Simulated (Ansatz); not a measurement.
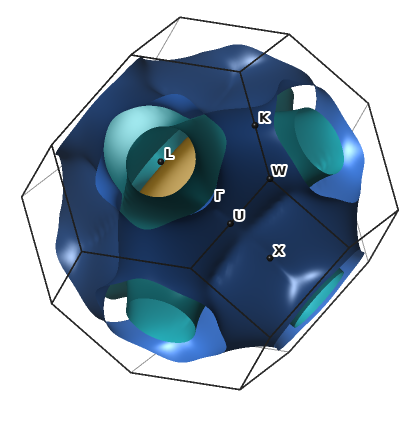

A computed Fermi surface in the first Brillouin zone. Each colour is one band. The brighter face of a sheet looks towards empty states.

Which lattice has this zone with these labels?

Answer. Face-centred cubic.

What do the sheets look like?

Answer. The yellow sheet: one hole pocket centred at Γ (6.9 % of the zone).
The teal sheet: a sheet that is open in all directions, neither an electron nor a hole pocket (the band is filled at X and empty at Γ and L).
The blue sheet: a sheet that is open in all directions, neither an electron nor a hole pocket (the band is filled at X and empty at Γ and L).

The surface was computed for Al₂Pt (space group Fm-3m, No. 225); other compounds with the same structure and electron count can look alike.

Computed with DFT PBE, scalar-relativistic, plane waves, PAW; levels and slopes on a dense k mesh at the converged density (Ansatz). No spin polarisation. k mesh for the levels: 34×34×34. The geometry was not relaxed.

Spin-orbit coupling is left out; with Pt it can split, shift or remove sheets. Necks and pockets thinner than about two mesh steps aren't resolved, so separate pockets may in truth be joined.
